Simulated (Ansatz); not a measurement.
## Single-point calculation of Lu

- system: Lu (2 atoms in the cell)
- method: DFT r2SCAN, spin-orbit coupling, plane waves, PAW (Ansatz 0.2.0)

The run did not end well. It belongs to a series of runs on one base structure; here: states of the whole zone by energy, transport at constant relaxation time. Figures and captions count atoms from 1; the log counts them from 0 in places.

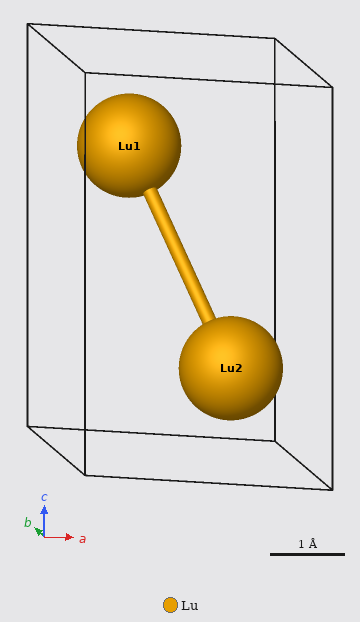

**Figure 1.** The input geometry (ball-and-stick view of the cell of the calculation, seen slightly off an axis; atoms are numbered from 1 in the order of the input). An atom can appear more than once, as a periodic image.

## Input file
```yaml
crystal:
  lattice:
    - [3.510000557, 0.0, 0.0]
    - [-1.7550002785, 3.0397496497, 0.0]
    - [0.0, 0.0, 5.5633508829]
  atoms:
    - { symbol: Lu, position: [0.3333333333, 0.6666666667, 0.75] }
    - { symbol: Lu, position: [0.6666666667, 0.3333333333, 0.25] }
basis:
  ecutwfc: 500
  ecutrho_ratio: 4
kpoints:
  mp_grid: { grid: [8, 8, 6] }
hamiltonian:
  xc: r2scan
scf:
  occupations: { method: gaussian, width: 0.05 }
output:
  forces: true
  stress: true
  eigenvalues: true
  populations: true
  hubbard: { sites: [{ species: Lu, l: f }] }
  states_by_energy: { minimum_broadening: 0.05 }
magnetization:
  noncollinear: true
  spin_orbit: true
```

Launched with:
```bash
ansatz run input.yaml --threads 4 --pin off --max-ram 9216MiB --backend cpu --events-out ev --progress --plain --runs-dir out
```

## What the program printed
```
Lu: projections on atomic orbitals take those of the free atom [Kr 4d10] 4f14 5s2 5p6 5d1 6s2, of charge +0.00 (hamiltonian.pseudopotentials.projection_atoms); the dataset's partial waves leave at most 6.8e-7 of an orbital's norm unspanned inside its sphere
band count auto-derived: 62, from the close of a first SCF at 60 (N_el = 50.0; filled up to band 50; 60 by the electrons, moments and atoms)
Engine: ansatz 0.2.0, aarch64-unknown-linux-gnu
Pseudopotentials: kind: paw_fr
Pseudopotential: Lu, paw_fr, valence charge 25, recommended cutoff 500 eV (meta_gga), Lu.paw.azcp#standard-fr
Functional definition: r2SCAN
  parameter k0 = 0.174
  parameter k1 = 0.065
  parameter a1 = 4.9479
  exchange = r2scan_x(k0 = k0, k1 = k1, a1 = a1)
  correlation = r2scan_c
non-collinear run that drives no moment, with spin-orbit: no starting moment large enough to seed its density (crystal.atoms[].spin), no starting occupations that ask for one, no magnetisation constraint and no magnetic field, so the semilocal B_xc is pinned to zero
Crystal: 2 atoms, lattice volume = 59.358 Å³
Basis set: ecut = 500 eV, 1497 PW (Γ), exchange–correlation on 108×108×180 points (64 copies of the dense FFT grid, shifted against one another)
Bands: 60, of which v1, the nominal top of the filled ones, is band 50 counted from 1 (49 counted from 0)
Symmetry: 24 space group operations + 24 with time reversal
Magnetic group: BNS 194.264 (UNI 1494), of the structure as read, at distance tolerance 3.9e-5 Å
k-points: 40 of 384
Projection manifold: j_resolved (fully-relativistic pseudo-atomic orbitals)
Non-local potential: Lu, projectors of the file, l = 0: 3, l = 1: 4, l = 2: 4, l = 3: 6
PAW form: soft (Blöchl's): semilocal exchange-correlation on the pseudo side does not see the compensation charge
PAW frozen core: Lu, regenerated for the run's functional (the file was generated under x = pbe(κ = 0.804, μ = 0.2195149727645171), c = pbe(β = 0.06672455060314922))
PAW one-centre angular grid: Lu, 974 points (default); XC on 224 Gauss nodes
Initial density: superposition of atomic densities (chi_scale 0.1, normalization cell)
Initial wavefunctions: pseudopotential atomic-orbital guess
Functional: x = r2scan, c = r2scan; τ floored in thin density (d = 2e-4 eV/Å³)
iter 1 solved again at ethr=4.06e-4 eV; its pass at ethr=3.10e-3 eV (dr2=2.03e-1 eV) is discarded
SCF iter   1: F=—  HF=-29437.641628 eV  |F-HF|=—  |Δ(HF+E_count)|=         —  Δρ=1.81e-2  dr2=2.03e-1  dr2_τ=2.48e-3  dr2_m=0.00e0 (ungated)  ethr=4.06e-4  |M|=0.00e0 ∫|m|=0.00e0 μB  |m|>n=0.0e0 m-floor=0.0e0 τ_xc=0.0e0  β_m=0.30  ⟨swp⟩=1.8  Hψ=7860  notcnv=0
preconditioner: auto → Kerker (q_TF=auto, 2.651 Å⁻¹)  [metal: Δε(μ)=0.029 eV  Ē_g=12.606 eV  σ=0.050 eV  W_gap=0.31  n_scr=22 (ndim 8)  ℏωp=32.7 eV  f_vac=0.000  D(μ)=4.41/eV (n_scr^D=42)]
spin=Noncollinear: Kerker preconditioning applied to the charge; magnetization (m_x, m_y, m_z) channels mix plain (no charge-response kernel on spin).
SCF iter   2: F=—  HF=-29437.726492 eV  |F-HF|=—  |Δ(HF+E_count)|=   8.49e-2  Δρ=1.61e-2  dr2=1.79e-1  dr2_τ=1.34e-3  dr2_m=0.00e0 (ungated)  ethr=4.06e-4  |M|=0.00e0 ∫|m|=0.00e0 μB  |m|>n=0.0e0 m-floor=0.0e0 τ_xc=0.0e0  β_m=0.45  ⟨swp⟩=3.1  Hψ=2232  notcnv=0
SCF iter   3: F=—  HF=-29437.740815 eV  |F-HF|=—  |Δ(HF+E_count)|=   1.43e-2  Δρ=1.04e-2  dr2=8.12e-2  dr2_τ=3.77e-4  dr2_m=0.00e0 (ungated)  ethr=3.57e-4  |M|=0.00e0 ∫|m|=0.00e0 μB  |m|>n=0.0e0 m-floor=0.0e0 τ_xc=0.0e0  β_m=0.49  ⟨swp⟩=2.0  Hψ=1528  notcnv=0  defer=134
SCF iter   4: F=—  HF=-29437.741948 eV  |F-HF|=—  |Δ(HF+E_count)|=   1.13e-3  Δρ=3.24e-3  dr2=6.46e-3  dr2_τ=1.11e-4  dr2_m=0.00e0 (ungated)  ethr=1.62e-4  |M|=0.00e0 ∫|m|=0.00e0 μB  |m|>n=0.0e0 m-floor=0.0e0 τ_xc=0.0e0  β_m=0.84  ⟨swp⟩=2.5  Hψ=2214  notcnv=0  defer=134
SCF iter   5: F=—  HF=-29437.744126 eV  |F-HF|=—  |Δ(HF+E_count)|=   2.18e-3  Δρ=1.37e-3  dr2=1.34e-3  dr2_τ=4.11e-5  dr2_m=0.00e0 (ungated)  ethr=1.29e-5  |M|=0.00e0 ∫|m|=0.00e0 μB  |m|>n=0.0e0 m-floor=0.0e0 τ_xc=0.0e0  β_m=0.84  ⟨swp⟩=2.0  Hψ=2170  notcnv=0  defer=132
SCF iter   6: F=—  HF=-29437.744365 eV  |F-HF|=—  |Δ(HF+E_count)|=   2.39e-4  Δρ=2.04e-4  dr2=2.24e-5  dr2_τ=3.00e-7  dr2_m=0.00e0 (ungated)  ethr=2.69e-6  |M|=0.00e0 ∫|m|=0.00e0 μB  |m|>n=0.0e0 m-floor=0.0e0 τ_xc=0.0e0  β_m=0.92  ⟨swp⟩=2.0  Hψ=2076  notcnv=0  defer=132
SCF iter   7: F=—  HF=-29437.744372 eV  |F-HF|=—  |Δ(HF+E_count)|=   6.88e-6  Δρ=5.43e-5  dr2=1.73e-6  dr2_τ=1.31e-7  dr2_m=0.00e0 (ungated)  ethr=4.47e-8  |M|=0.00e0 ∫|m|=0.00e0 μB  |m|>n=0.0e0 m-floor=0.0e0 τ_xc=0.0e0  β_m=0.96  ⟨swp⟩=2.0  Hψ=2248  notcnv=0  defer=132
SCF iter   8: F=—  HF=-29437.744373 eV  |F-HF|=—  |Δ(HF+E_count)|=   9.76e-7  Δρ=1.83e-5  dr2=2.55e-7  dr2_τ=7.38e-9  dr2_m=0.00e0 (ungated)  ethr=3.46e-9  |M|=0.00e0 ∫|m|=0.00e0 μB  |m|>n=0.0e0 m-floor=0.0e0 τ_xc=0.0e0  β_m=0.98  ⟨swp⟩=2.0  Hψ=2117  notcnv=0  defer=132
SCF iter   9: F=-29437.744373 eV  HF=-29437.744373 eV  |F-HF|=1.07e-9  |Δ(HF+E_count)|=   1.58e-7  Δρ=4.89e-6  dr2=1.82e-8  dr2_τ=4.09e-10  dr2_m=0.00e0 (ungated)  ethr=2.00e-10  |M|=0.00e0 ∫|m|=0.00e0 μB  |m|>n=0.0e0 m-floor=0.0e0 τ_xc=0.0e0  ⟨swp⟩=11.8  Hψ=6770  notcnv=0
SCF 1, on 60 bands, converged in 9 iterations: F = -29437.744373 eV; the run's SCF on all bands comes behind
  greatest PAW one-centre occupation: 0.996 electrons in one spin orbital (limit 2), on the Lu atom at site 1 (counted from 0), in its partial waves of l = 0
The result of the SCF on 60 bands, without a stress, told ahead of the SCF on all bands, whose result is the run's:
SCF converged after 9 iterations
Magnetization: |M| = 0.0000 μB,  M = (+0.0000, +0.0000, +0.0000) μB
Absolute magnetization: 0.0000 μB (∫|m|)
  site 0: m = (+0.0000, +0.0000, +0.0000) μB, |m| = 0.0000 μB  (R = 1.42 Å)
  site 1: m = (+0.0000, +0.0000, +0.0000) μB, |m| = 0.0000 μB  (R = 1.42 Å)
Free energy (F): -29437.744373 eV
Harris-Foulkes:  -29437.744373 eV  (|F-HF|=1.07e-9)
Internal energy: -29437.738444 eV  (E = F + TS)
E sigma→0 (E₀):  -29437.741408 eV
Entropy (-TS):   -0.005929 eV (-2.965 meV/atom)
Fermi energy:    13.345888 eV
--- Per-component energies (eV) ---
  E_band       = -49.658155
  E_kinetic    = 836.948283
  E_local      = -13551.722535  (includes V_loc(G=0)·N_el)
  E_nonlocal   = 1138.416087
  E_hartree    = 5675.977007
  E_xc         = -426.942842
  E_vxc        = -581.543373  (∫ρ·V_xc dr)
  E_paw        = -14717.569060  (= ΣΔE_a)
  E_vpaw       = 724.446758  (= ΣTr[D̂ρ^β])
  E_aug_tail   = 0.000020  (compensation charges beyond the density's cutoff)
  E_vtau       = 31.840857  (kinetic-family band-sum trace: ∫τ·v_τ [+ j·A + Jᵃ·Aᵃ] dr)
  E_ewald      = -8394.191335
  E_core_change = 1.345932  (= ΣΔE_core)
  E_smearing   = -0.005929  (= −TS)
  E_closure    = -0.000000  (closes the sum)
  Σ components = -29437.744373   (vs F -29437.744373, Δ=0.00e0)
--- Forces (eV/Å), atoms counted from 1 ---
  atom   1  Lu     0.00000000    -0.00000000     0.00000000
  atom   2  Lu     0.00000000     0.00000000     0.00000000
  max |Σ_I F_I| component: 0.00e0 eV/Å
--- Band table (eV; the first three rows and the last of 40) ---
  k-point 0: bands = ["-44.4187", "-44.4187", "-44.3855", "-44.3855", "-19.4477", "-19.4477", "-19.3127", "-19.3127", "-12.7817", "-12.7817", "-12.4450", "-12.4450", "-12.3557", "-12.3557", "-12.3370", "-12.3370", "7.1058", "7.1058", "7.5808", "7.5808", "7.5835", "7.5835", "7.5838", "7.5838", "7.5839", "7.5839", "7.5846", "7.5846", "7.5853", "7.5853", "9.0846", "9.0846", "9.0915", "9.0915", "9.0961", "9.0961", "9.1088", "9.1088", "9.1139", "9.1139", "9.1290", "9.1290", "9.1360", "9.1360", "9.1367", "9.1367", "10.9319", "10.9319", "13.6622", "13.6622", "15.6552", "15.6552", "15.9546", "15.9546", "16.0826", "16.0826", "16.3566", "16.3566", "16.7143", "16.7143"]
  k-point 1: bands = ["-44.4165", "-44.4165", "-44.3877", "-44.3877", "-19.4386", "-19.4386", "-19.3217", "-19.3217", "-12.7537", "-12.7537", "-12.4391", "-12.4391", "-12.3688", "-12.3688", "-12.3617", "-12.3617", "7.3101", "7.3101", "7.5807", "7.5807", "7.5831", "7.5831", "7.5834", "7.5834", "7.5843", "7.5843", "7.5851", "7.5851", "7.5855", "7.5855", "9.0857", "9.0857", "9.0903", "9.0903", "9.0952", "9.0952", "9.1067", "9.1067", "9.1110", "9.1110", "9.1348", "9.1348", "9.1348", "9.1348", "9.1394", "9.1394", "10.6093", "10.6093", "13.7292", "13.7292", "15.5796", "15.5796", "15.7901", "15.7901", "15.9204", "15.9204", "16.2080", "16.2080", "16.5225", "16.5225"]
  k-point 2: bands = ["-44.4105", "-44.4105", "-44.3938", "-44.3938", "-19.4138", "-19.4138", "-19.3463", "-19.3463", "-12.6761", "-12.6761", "-12.4540", "-12.4540", "-12.4228", "-12.4228", "-12.3781", "-12.3781", "7.5802", "7.5802", "7.5818", "7.5818", "7.5838", "7.5838", "7.5840", "7.5840", "7.5846", "7.5846", "7.5854", "7.5854", "7.8980", "7.8980", "9.0877", "9.0877", "9.0877", "9.0877", "9.0948", "9.0948", "9.0971", "9.0971", "9.1169", "9.1169", "9.1308", "9.1308", "9.1416", "9.1416", "9.1436", "9.1436", "9.7780", "9.7780", "14.0389", "14.0389", "15.2895", "15.2895", "15.5194", "15.5194", "15.7611", "15.7611", "15.8910", "15.8910", "16.1509", "16.1509"]
  k-point 39: bands = ["-44.3834", "-44.3834", "-44.3834", "-44.3834", "-19.4600", "-19.4600", "-19.4574", "-19.4574", "-12.8007", "-12.8007", "-12.6951", "-12.6951", "-12.5909", "-12.5909", "-12.4883", "-12.4883", "7.5802", "7.5802", "7.5806", "7.5806", "7.5835", "7.5835", "7.5850", "7.5850", "7.5854", "7.5854", "7.5861", "7.5861", "9.0951", "9.0951", "9.0981", "9.0981", "9.1034", "9.1034", "9.1048", "9.1048", "9.1118", "9.1118", "9.1125", "9.1125", "9.1247", "9.1247", "9.1276", "9.1276", "12.2135", "12.2135", "12.3254", "12.3254", "13.3444", "13.3444", "13.3864", "13.3864", "13.6450", "13.6450", "13.7824", "13.7824", "16.8104", "16.8104", "17.0211", "17.0211"]
Bands: 62, of which v1, the nominal top of the filled ones, is band 50 counted from 1 (49 counted from 0)
Projection manifold: j_resolved (fully-relativistic pseudo-atomic orbitals)
Initial density: handed on by an earlier stage of this run
iter 1 solved again at ethr=3.30e-9 eV; its pass at ethr=3.10e-3 eV (dr2=1.65e-6 eV) is discarded
SCF iter   1: F=—  HF=-29437.744371 eV  |F-HF|=—  |Δ(HF+E_count)|=         —  Δρ=4.97e-6  dr2=1.83e-8  dr2_τ=4.27e-10  dr2_m=0.00e0 (ungated)  ethr=3.30e-9  |M|=0.00e0 ∫|m|=0.00e0 μB  |m|>n=0.0e0 m-floor=0.0e0 τ_xc=0.0e0  β_m=0.30  ⟨swp⟩=5.3  Hψ=11562  notcnv=0
preconditioner: auto → Kerker (q_TF=auto, 2.651 Å⁻¹)  [metal: Δε(μ)=0.013 eV  Ē_g=11.146 eV  σ=0.050 eV  W_gap=0.14  n_scr=22 (ndim 8)  ℏωp=31.2 eV  f_vac=0.000  D(μ)=4.74/eV (n_scr^D=54)]
spin=Noncollinear: Kerker preconditioning applied to the charge; magnetization (m_x, m_y, m_z) channels mix plain (no charge-response kernel on spin).
SCF iter   2: F=-29437.744373 eV  HF=-29437.744373 eV  |F-HF|=4.47e-10  |Δ(HF+E_count)|=   1.66e-6  Δρ=3.92e-6  dr2=1.31e-8  dr2_τ=7.45e-11  dr2_m=0.00e0 (ungated)  ethr=3.66e-11  |M|=0.00e0 ∫|m|=0.00e0 μB  |m|>n=0.0e0 m-floor=0.0e0 τ_xc=0.0e0  ⟨swp⟩=8.0  Hψ=6091  notcnv=0
SCF 2 converged in 2 iterations: F = -29437.744373 eV  dr2 = 1.31e-8
```

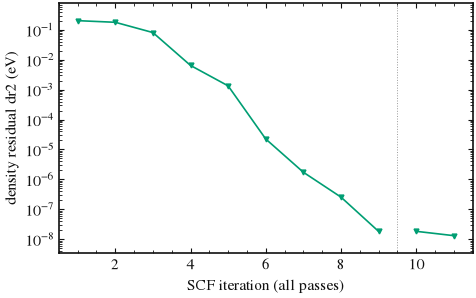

**Figure 2.** Convergence of the self-consistent field: density residual dr2 against the SCF iteration. The dotted line parts a first SCF on fewer bands from the closing SCF on all bands, which starts from the first one's density. The passes take 9 and 2 iterations.

```
NSCF: frozen V_eff on 8 k-points
WARN: the run was ended behind the SCF: a stop after 4 completed entries of the phases of the read of the Brillouin zone. The result of record stands; what else was asked for is given out only as far as it was finished by then, or is formed of that. The run will not end as completed
SCF converged after 11 iterations (9 of them on 60 bands)
Magnetization: |M| = 0.0000 μB,  M = (+0.0000, +0.0000, +0.0000) μB
Absolute magnetization: 0.0000 μB (∫|m|)
  site 0: m = (+0.0000, +0.0000, +0.0000) μB, |m| = 0.0000 μB  (R = 1.42 Å)
  site 1: m = (+0.0000, +0.0000, +0.0000) μB, |m| = 0.0000 μB  (R = 1.42 Å)
Free energy (F): -29437.744373 eV
Harris-Foulkes:  -29437.744373 eV  (|F-HF|=4.47e-10)
Internal energy: -29437.738444 eV  (E = F + TS)
E sigma→0 (E₀):  -29437.741408 eV
Entropy (-TS):   -0.005929 eV (-2.965 meV/atom)
Fermi energy:    13.345889 eV
--- Per-component energies (eV) ---
  E_band       = -49.659173
  E_kinetic    = 836.948303
  E_local      = -13551.724054  (includes V_loc(G=0)·N_el)
  E_nonlocal   = 1138.415030
  E_hartree    = 5675.978252
  E_xc         = -426.942852
  E_vxc        = -581.543386  (∫ρ·V_xc dr)
  E_paw        = -14717.567740  (= ΣΔE_a)
  E_vpaw       = 724.447665  (= ΣTr[D̂ρ^β])
  E_aug_tail   = 0.000020  (compensation charges beyond the density's cutoff)
  E_vtau       = 31.840859  (kinetic-family band-sum trace: ∫τ·v_τ [+ j·A + Jᵃ·Aᵃ] dr)
  E_ewald      = -8394.191335
  E_core_change = 1.345932  (= ΣΔE_core)
  E_smearing   = -0.005929  (= −TS)
  E_closure    = -0.000000  (closes the sum)
  Σ components = -29437.744373   (vs F -29437.744373, Δ=0.00e0)
--- Forces (eV/Å), atoms counted from 1 ---
  atom   1  Lu     0.00000000    -0.00000000     0.00000000
  atom   2  Lu    -0.00000000     0.00000000     0.00000000
  max |Σ_I F_I| component: 0.00e0 eV/Å
--- Stress (GPa, compression-positive) ---
       -1.053082       0.000000       0.000000
        0.000000      -1.053082       0.000000
        0.000000       0.000000      -1.955367
  P = ⅓ Tr σ = -1.3538 GPa (-13.538 kbar)
--- Band table (eV; the first three rows and the last of 40) ---
  k-point 0: bands = ["-44.4188", "-44.4188", "-44.3855", "-44.3855", "-19.4477", "-19.4477", "-19.3127", "-19.3127", "-12.7817", "-12.7817", "-12.4451", "-12.4451", "-12.3557", "-12.3557", "-12.3370", "-12.3370", "7.1058", "7.1058", "7.5807", "7.5807", "7.5835", "7.5835", "7.5838", "7.5838", "7.5839", "7.5839", "7.5846", "7.5846", "7.5853", "7.5853", "9.0845", "9.0845", "9.0915", "9.0915", "9.0961", "9.0961", "9.1088", "9.1088", "9.1139", "9.1139", "9.1290", "9.1290", "9.1360", "9.1360", "9.1367", "9.1367", "10.9319", "10.9319", "13.6622", "13.6622", "15.6552", "15.6552", "15.9546", "15.9546", "16.0826", "16.0826", "16.3566", "16.3566", "16.7143", "16.7143", "17.1521", "17.1521"]
  k-point 1: bands = ["-44.4165", "-44.4165", "-44.3877", "-44.3877", "-19.4386", "-19.4386", "-19.3217", "-19.3217", "-12.7537", "-12.7537", "-12.4391", "-12.4391", "-12.3688", "-12.3688", "-12.3617", "-12.3617", "7.3101", "7.3101", "7.5807", "7.5807", "7.5831", "7.5831", "7.5834", "7.5834", "7.5843", "7.5843", "7.5851", "7.5851", "7.5854", "7.5854", "9.0857", "9.0857", "9.0903", "9.0903", "9.0951", "9.0951", "9.1066", "9.1066", "9.1110", "9.1110", "9.1347", "9.1347", "9.1348", "9.1348", "9.1393", "9.1393", "10.6093", "10.6093", "13.7292", "13.7292", "15.5796", "15.5796", "15.7901", "15.7901", "15.9204", "15.9204", "16.2080", "16.2080", "16.5225", "16.5225", "17.4782", "17.4782"]
  k-point 2: bands = ["-44.4105", "-44.4105", "-44.3938", "-44.3938", "-19.4138", "-19.4138", "-19.3463", "-19.3463", "-12.6761", "-12.6761", "-12.4540", "-12.4540", "-12.4228", "-12.4228", "-12.3781", "-12.3781", "7.5802", "7.5802", "7.5817", "7.5817", "7.5837", "7.5837", "7.5840", "7.5840", "7.5845", "7.5845", "7.5854", "7.5854", "7.8980", "7.8980", "9.0876", "9.0876", "9.0877", "9.0877", "9.0948", "9.0948", "9.0971", "9.0971", "9.1168", "9.1168", "9.1307", "9.1307", "9.1416", "9.1416", "9.1436", "9.1436", "9.7780", "9.7780", "14.0389", "14.0389", "15.2895", "15.2895", "15.5194", "15.5194", "15.7611", "15.7611", "15.8910", "15.8910", "16.1509", "16.1509", "18.1911", "18.1911"]
  k-point 39: bands = ["-44.3834", "-44.3834", "-44.3834", "-44.3834", "-19.4600", "-19.4600", "-19.4575", "-19.4575", "-12.8007", "-12.8007", "-12.6951", "-12.6951", "-12.5910", "-12.5910", "-12.4883", "-12.4883", "7.5802", "7.5802", "7.5806", "7.5806", "7.5834", "7.5834", "7.5850", "7.5850", "7.5853", "7.5853", "7.5861", "7.5861", "9.0951", "9.0951", "9.0981", "9.0981", "9.1033", "9.1033", "9.1047", "9.1047", "9.1118", "9.1118", "9.1125", "9.1125", "9.1247", "9.1247", "9.1276", "9.1276", "12.2135", "12.2135", "12.3254", "12.3254", "13.3444", "13.3444", "13.3864", "13.3864", "13.6450", "13.6450", "13.7824", "13.7824", "16.8104", "16.8104", "17.0211", "17.0211", "19.2156", "19.2156"]
Error: SIGTERM received: cancelled by the caller after 4 completed entries of the phases of the read of the Brillouin zone, in an analysis behind the self-consistent cycle: that cycle's result was reported, and what else the deck asks for behind it is given out only as far as it was finished by then, or is formed of that: a resume of the run directory makes the rest
```

## What the run reported

```tsv
quantity	value
outcome	stopped at the time limit
space group (tolerance 0.01 Å)	P6₃/mmc (194)
electrons treated	50
free energy	−29437.7444 eV
Fermi energy	13.346 eV
net moment of the cell	0.00 μB
integrated absolute moment	0.00 μB
pressure	−1.35 GPa
largest force (length of the vector)	under 0.001 eV/Å
hardware	4 threads of Arm Neoverse V2, 24 GiB of memory available, shared host
wall time	9.3 min (CPU time 34 min)
peak memory	1.4 GiB
```

## What went wrong

The run was cut off by its time limit, so the output is incomplete. Warnings of the run: an analysis step after the SCF failed.
